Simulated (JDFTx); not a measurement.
Run report: I, geometry relaxation (part 3 of 3)

I (Fmmm, 1 atom in the cell); Kohn-Sham DFT of a periodic cell, r2SCAN, SG15-PBE-1.2, no spin polarisation (JDFTx 1.7.0 (patched build)); cutoff 1088.45 eV, 3×3×3 k-mesh, fermi-dirac of 0.05 eV. The structure derives from a Materials Project entry. The settings are looser than a standard set-up, so the numbers are not reference values.

Geometry of the input (Å; fractional positions):
```
0.0000  2.3656  3.9098
2.1922  0.0000  3.9098
2.1922  2.3656  0.0000
I  0.0000  0.0000  0.0000
```

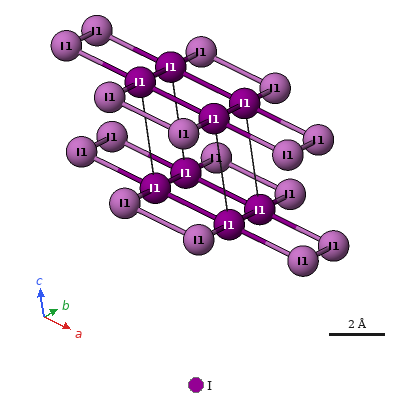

*The geometry at step 10 of the log (ball-and-stick view of the reduced cell, seen slightly off an axis; neighbours outside the cell are drawn fainter; atoms are numbered from 1 in the order of the input).*

### Trajectory as extended XYZ, continued
```
1
Lattice="0.0000 2.2378 3.9679 2.2159 0.0000 3.9679 2.2159 2.2378 0.0000" Properties=species:S:1:pos:R:3:forces:R:3 step=9 energy=-2693.66059
I     0.0000    0.0000    0.0000    0.0000   0.0000   0.0000
1
Lattice="0.0000 2.2358 3.9673 2.2181 0.0000 3.9673 2.2181 2.2358 0.0000" Properties=species:S:1:pos:R:3:forces:R:3 step=10 energy=-2693.66061
I     0.0000    0.0000    0.0000    0.0000   0.0000   0.0000
```

### Results in brief

- outcome: converged
- space group (tolerance 0.01 Å): Fmmm (69)
- electrons treated: 17
- free energy: −2693.6606 eV
- Fermi energy: 8.117 eV
- gap on the k-point mesh: none (metallic)
- pressure: −0.01 GPa
- final volume: 39.35 Å³
- largest force (length of the vector) at the end: under 0.001 eV/Å
- final cell: a = 4.554 Å, b = 4.545 Å, c = 3.149 Å, α = 69.90°, β = 69.60°, γ = 40.50°
- wall time: 7 min
- peak memory: 0.13 GiB

Settings chosen away from the usual ones: functional set to r2SCAN. The settings depart from the standard set-up of this series, which can bear on the numbers. Points of doubt noted for this run: coarse mesh; metagga forces on grid. The cell holds an odd number of electrons but the run has no spin polarisation, so a band is left half filled.
